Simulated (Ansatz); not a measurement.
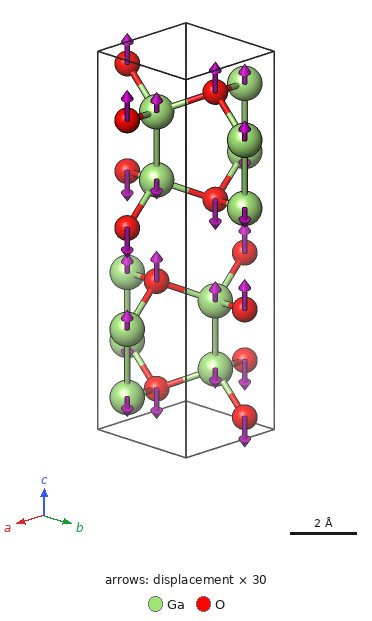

A relaxation of a crystal of GaO (a generated structure, set up in P6_3/mmc). The starting structure is drawn; purple arrows show the displacements (the part carried along by the change of the cell is left out), 30 times their true length.

The picture is a ball-and-stick view of the cell of the calculation, seen from a free direction.

Case: volume × 0.98, shape and atoms relaxed.

The calculation used Ansatz, DFT PBE, scalar-relativistic, plane waves, PAW. (plane-wave cutoff 420 eV; k-point mesh 12 × 12 × 2; occupations fixed; no spin polarisation; cell relaxed at fixed volume; force threshold 0.001 eV/Å; at most 60 steps)

Describe the change and its energy.

The largest moves relative to the cell, 0.037 Å, are those of O atoms. Largest moves by element: O 0.037 Å, Ga 0.024 Å. The drawn cell changes at constant volume: a = b 3.084 → 3.105 Å (+0.7 %), c 13.821 → 13.638 Å (−1.3 %). Among the contacts that change: Ga–Ga 2.489 → 2.504 Å, Ga–O 1.922 → 1.934 Å. The space group stays P6_3/mmc (No. 194). The energy falls by 2.0 meV per atom in 4 accepted moves (6 points after the start). The largest force component goes from 0.19 to 0.00011 eV/Å. Pressure: 2.39 GPa at the start and 0.23 GPa at the end. At 2 points the geometry stayed and the basis and grid were re-selected for the new cell (energy shift of less than 0.05 meV per atom at most each time). The run took 94 s on 2 threads of Intel(R) Xeon(R) Processor @ 2.50GHz (Skylake/Cascade Lake), on a shared host, peak memory 0.53 GiB.

Limits of the set-up: layers or molecules are held without a dispersion correction, so their spacing is unreliable.
